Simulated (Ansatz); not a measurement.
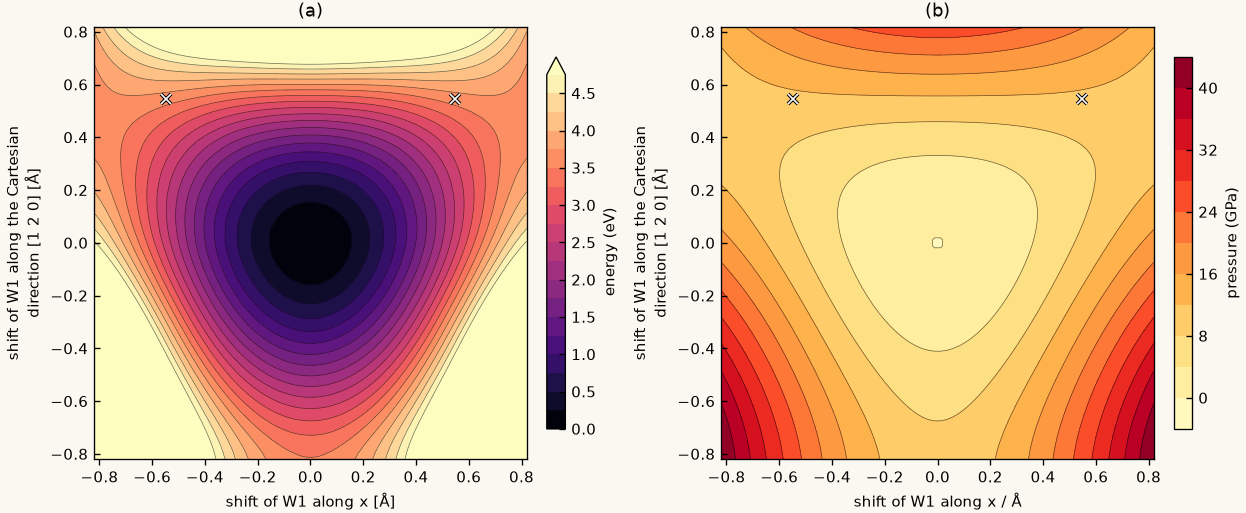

WSe₂ (P6_3/mmc, No. 194; 6 atoms in the cell). One atom moved over a plane, all else fixed (x along [1 0 0], y along [1 2 0], z along [0 0 1] of the conventional cell). Coordinates scanned: (1) shift of W1 along x; (2) shift of W1 along the Cartesian direction [1 2 0]. Nothing is relaxed (all other atoms fixed). The scan uses a 7 × 7 grid; 27 points were computed and 20 follow by symmetry. At 2 points there is no value. Points are written as (first, second). Energies: eV per cell, counted from the lowest grid point. The band gap closes in part of the range. These are results of DFT LDA+D3(BJ), scalar-relativistic, plane waves, PAW (Ansatz 0.2.0), not measurements. Settings: cutoff 420 eV, k-mesh 12×12×4 in the order of the run's cell vectors, gaussian smearing 0.05 eV, no spin polarisation.

Panel (a) is the energy; panel (b) is the computed pressure, in GPa.

Drawn: filled contours, crosses at grid points without a value, one colour for all values above the top of the scale. Between grid points the surface is interpolated.

> How does the pressure vary over the map, and what is it at the lowest grid point?

It runs from 0.0 GPa at (0.000 Å, 0.000 Å) to 44.0 GPa at (−0.820 Å, −0.820 Å). At the lowest grid point, (0.000 Å, 0.000 Å), it is 0.0 GPa.

PAW datasets: the set soft_1.
